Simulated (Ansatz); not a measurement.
# Energy of Hg along a strain of the cell

System: Hg (I4/mmm, 1 atom in the cell).
Method: DFT PBE+D3(BJ), scalar-relativistic, plane waves, PAW, no spin polarisation (Ansatz 0.2.0).

The 5 runs differ only in the geometry, by a strain of the cell at fixed fractional positions. Against run 3, the strain is εzz = η. The structure derives from a Materials Project entry.

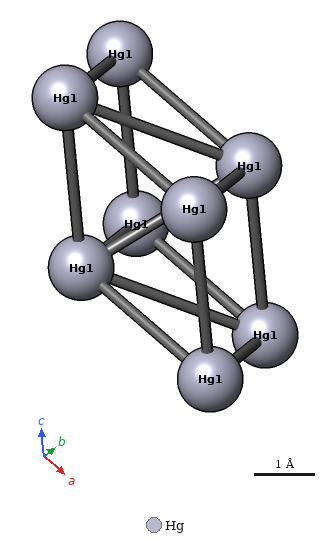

Figure 1. The structure of run 3 (ball-and-stick view of the cell of the calculation, seen slightly off an axis; atoms are numbered from 1 in the order of the input).

**Input of run 3**
```yaml
crystal:
  lattice:
    - [-1.96621025, 1.96621025, 1.802258]
    - [1.96621025, -1.96621025, 1.802258]
    - [1.96621025, 1.96621025, -1.802258]
  atoms:
    - { symbol: Hg, position: [0.0, 0.0, 0.0] }
basis:
  ecutwfc: 420
kpoints:
  mp_grid: { grid: [18, 18, 18] }
hamiltonian:
  xc: pbe
  dispersion: d3bj
scf:
  occupations: { method: gaussian, width: 0.15 }
output:
  forces: true
  stress: true
  eigenvalues: true
```

Command:
```bash
ansatz run input.yaml --threads 1 --pin off --max-ram 1228MiB --backend cpu --events-out ev --progress --plain --runs-dir out
```

Run 4 differs from it as follows:
```diff
-    - [-1.96621025, 1.96621025, 1.802258]
-    - [1.96621025, -1.96621025, 1.802258]
-    - [1.96621025, 1.96621025, -1.802258]
+    - [-1.96621025, 1.96621025, 1.84731445]
+    - [1.96621025, -1.96621025, 1.84731445]
+    - [1.96621025, 1.96621025, -1.84731445]
```

**Results, with one run withheld**

| run | strain parameter η (%) | free energy per atom, from the lowest run given (meV) | pressure (GPa) |
| --- | --- | --- | --- |
| 1 | −5.0000 | 0.00 | −0.81 |
| 2 | −2.5000 | 2.88 | −1.23 |
| 3 | 0.0000 | 8.15 | −1.53 |
| 4 | 2.5000 | ? | ? |
| 5 | 5.0000 | 21.85 | −1.93 |

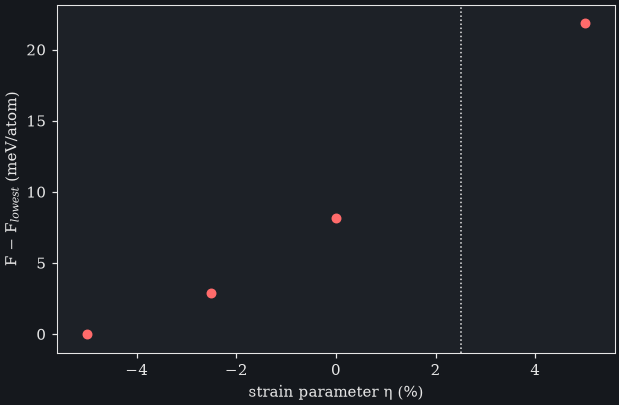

Figure 2. Free energy per atom of the runs given; the dotted line marks run 4.

Fit the runs given and predict run 4.

A quadratic polynomial in the coordinate, fitted to the 4 runs given, misses them by at most 0.29 meV per atom. With x = η + 0.6250, it reads F = 6.6027 + 2.0517 x + 0.11829 x² (meV per atom). At run 4 it gives 14.17 meV per atom, and the run itself gives 14.54. The fit has no minimum inside this range.

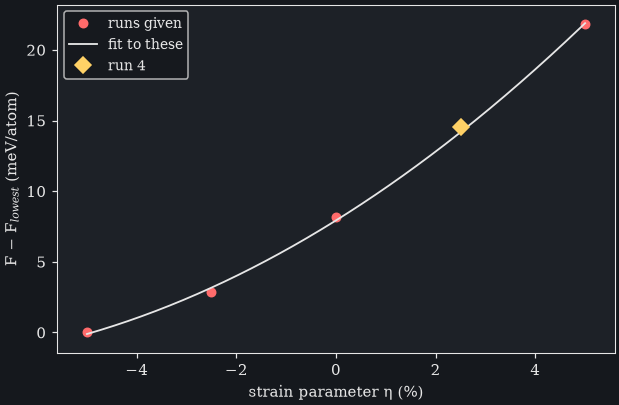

Figure 3. The fit and the withheld run.

**Output, shortened to warnings, some set-up lines, iterations and results (run 4)**
```
Basis set: ecut = 420 eV, 563 PW (Γ), exchange–correlation on 48×48×48 points (8 copies of the dense FFT grid, shifted against one another)
Symmetry: 16 space group operations
k-points: 480 of 5832
Initial density: superposition of atomic densities (neutral atoms: chi_scale 0, normalization atom), corrected by the library's trained network
[...]
SCF iter   1: F=—  HF=-13813.821871 eV  |F-HF|=—  |Δ(HF+E_count)|=         —  Δρ=9.81e-4  dr2=2.91e-4  ethr=1.77e-3  ⟨swp⟩=5.0  Hψ=34082  notcnv=0
SCF iter   2: F=—  HF=-13813.822204 eV  |F-HF|=—  |Δ(HF+E_count)|=   3.33e-4  Δρ=6.29e-4  dr2=1.33e-4  ethr=1.45e-6  ⟨swp⟩=2.2  Hψ=14068  notcnv=0
SCF iter   3: F=—  HF=-13813.822211 eV  |F-HF|=—  |Δ(HF+E_count)|=   6.87e-6  Δρ=1.73e-4  dr2=5.70e-6  ethr=6.67e-7  ⟨swp⟩=2.0  Hψ=9508  notcnv=0
SCF iter   4: F=—  HF=-13813.822216 eV  |F-HF|=—  |Δ(HF+E_count)|=   4.92e-6  Δρ=6.95e-5  dr2=1.74e-6  ethr=2.85e-8  ⟨swp⟩=2.0  Hψ=11031  notcnv=0
SCF iter   5: F=-13813.822216 eV  HF=-13813.822216 eV  |F-HF|=7.64e-8  |Δ(HF+E_count)|=   3.81e-8  Δρ=1.46e-5  dr2=6.05e-8  ethr=8.71e-9  ⟨swp⟩=2.4  Hψ=9502  notcnv=0
SCF iter   6: F=-13813.822216 eV  HF=-13813.822216 eV  |F-HF|=2.84e-9  |Δ(HF+E_count)|=   8.84e-8  Δρ=3.54e-6  dr2=3.17e-9  ethr=3.03e-10  ⟨swp⟩=2.0  Hψ=23146  notcnv=0
SCF 1 converged in 6 iterations: F = -13813.822216 eV  dr2 = 3.17e-9
SCF converged after 6 iterations
Free energy (F): -13813.822216 eV
Harris-Foulkes:  -13813.822216 eV  (|F-HF|=2.84e-9)
Internal energy: -13813.819643 eV  (E = F + TS)
E sigma→0 (E₀):  -13813.820929 eV
Entropy (-TS):   -0.002573 eV (-2.573 meV/atom)
Fermi energy:    11.345276 eV
--- Per-component energies (eV) ---
  E_band       = -446.659573
  E_kinetic    = 604.651923
  E_local      = -2790.137465  (includes V_loc(G=0)·N_el)
  E_nonlocal   = 72.710276
  E_hartree    = 1186.189819
  E_xc         = -220.353803
  E_vxc        = -262.073302  (∫ρ·V_xc dr)
  E_paw        = -9945.568244  (= ΣΔE_a)
  E_vpaw       = -444.193546  (= ΣTr[D̂ρ^β])
  E_aug_tail   = 0.000915  (compensation charges beyond the density's cutoff)
  E_ewald      = -2720.945181
  E_disp       = -0.367885  (pairwise vdW)
  E_smearing   = -0.002573  (= −TS)
  E_closure    = -0.000000  (closes the sum)
  Σ components = -13813.822216   (vs F -13813.822216, Δ=0.00e0)
--- Forces (eV/Å), atoms counted from 1 ---
  atom   1  Hg    -0.00000000     0.00000000     0.00000000
  max |Σ_I F_I| component: 9.86e-32 eV/Å
--- Stress (GPa, compression-positive) ---
       -1.835895       0.000000       0.000000
        0.000000      -1.835895      -0.000000
       -0.000000      -0.000000      -1.544348
  P = ⅓ Tr σ = -1.7387 GPa (-17.387 kbar)
```

Notes: Spin–orbit coupling is left out, which matters for Hg.
